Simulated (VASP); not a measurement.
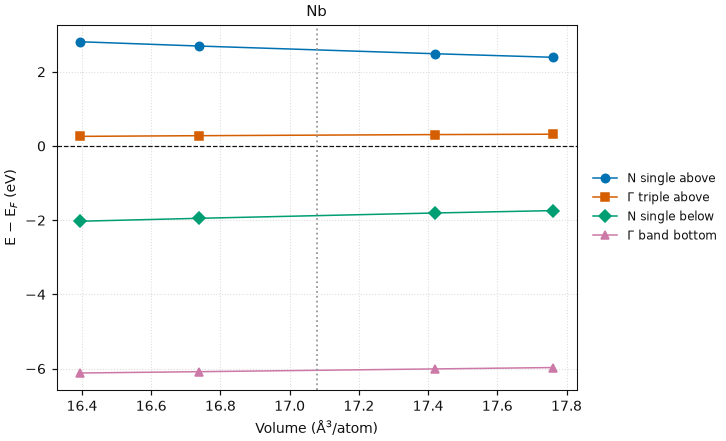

Levels at named k points against volume, from the Fermi level of each run. Each is named by its point, its degeneracy (spin aside) and its side of the Fermi level at the middle volume, where it is the nearest level on that side; the band bottom is the lowest valence level above the core-like shells. One run is left out (dotted line).

System: bcc Nb, space group Im-3m, 1 atom in the primitive cell. The cell is scaled at fixed shape and fractional positions; at the middle volume, cubic a = 3.245 Å. VASP 6.6.1; LDA, VASP PAW LDA potentials, release 64 (Nb_sv), no spin polarisation, no spin-orbit coupling, 10×10×10 k mesh, 520 eV cutoff, Fermi-Dirac smearing of 0.05 eV.

```csv
volume,N single above (eV),Γ triple above (eV),N single below (eV),Γ band bottom (eV)
16.40 Å³/atom,2.81,0.26,−2.03,−6.12
16.74 Å³/atom,2.70,0.28,−1.95,−6.08
17.42 Å³/atom,2.49,0.31,−1.80,−6.01
17.76 Å³/atom,2.39,0.32,−1.74,−5.97
```

Question: Estimate the levels at 17.08 Å³/atom.

Answer: Fits against the logarithm of the volume give +2.59 eV for N single above, +0.29 eV for Γ triple above, −1.88 eV for N single below and −6.04 eV for Γ band bottom. The run gives +2.59, +0.29, −1.87 and −6.04 eV; the largest miss is under 0.01 eV.

Question: How does the occupied bandwidth scale with volume?

Answer: The Fermi level lies 6.12 eV above the band bottom at the smallest volume and 5.97 eV at the largest, a power law of about V^−0.31.

The k mesh is thin for a metal, so its Fermi level is uncertain. The Fermi level is that of this mesh and smearing. The pressure runs from 8 to −7 GPa along the series.
